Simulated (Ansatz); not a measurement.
System: CuI, space group F-43m (No. 216) (one of a set of cubic test structures, which need not be the stable phase).

How it was computed, with Ansatz 0.2.0 development build: equation of state of a cubic crystal from periodic Kohn-Sham density functional theory without spin, third-order Birch-Murnaghan fit to the free energies; pressure corrected for the finite basis. Level: HSE06.

structure type zinc blende; atoms in cell 2; space group number 216; lattice centring face-centred primitive; k mesh 4×4×4; occupation method Fermi–Dirac; occupation width 0.05 eV; wave cutoff 700 eV; datasets hand-made PAW; density tolerance 0 eV; bands 22; density cutoff ratio 4; search for lower states default; exchange singularity regularized.

Predict the energy above the lowest point and pressure against volume. The volume takes the values 25.97, 26.82, 27.67, 28.52, 29.36 Å³/atom.

A third-order Birch–Murnaghan fit gives V0 = 28.46 Å³/atom, B0 = 36.4 GPa and B′ = 5.2. The energy above the lowest point is 29.9 meV/atom at volume 25.97 Å³/atom and 3.0 meV/atom at 29.36 Å³/atom; the lowest computed point is at volume 28.52 Å³/atom (0.0 meV/atom), and no other minimum shows among the points. The pressure falls from 4.224 GPa at volume 25.97 Å³/atom to −1.042 GPa at 29.36 Å³/atom, and changes sign near 28.47 Å³/atom.

| volume (Å³/atom) | energy above the lowest point (meV/atom) | pressure (GPa) |
| --- | --- | --- |
| 25.97 | 29.9 | 4.224 |
| 26.82 | 12.1 | 2.521 |
| 27.67 | 2.7 | 1.107 |
| 28.52 | 0.0 | −0.070 |
| 29.36 | 3.0 | −1.042 |

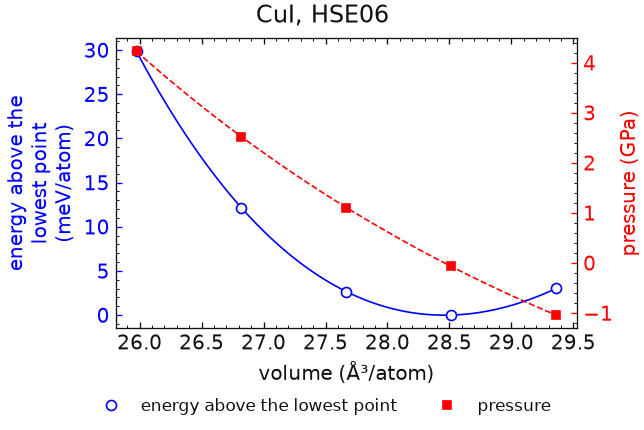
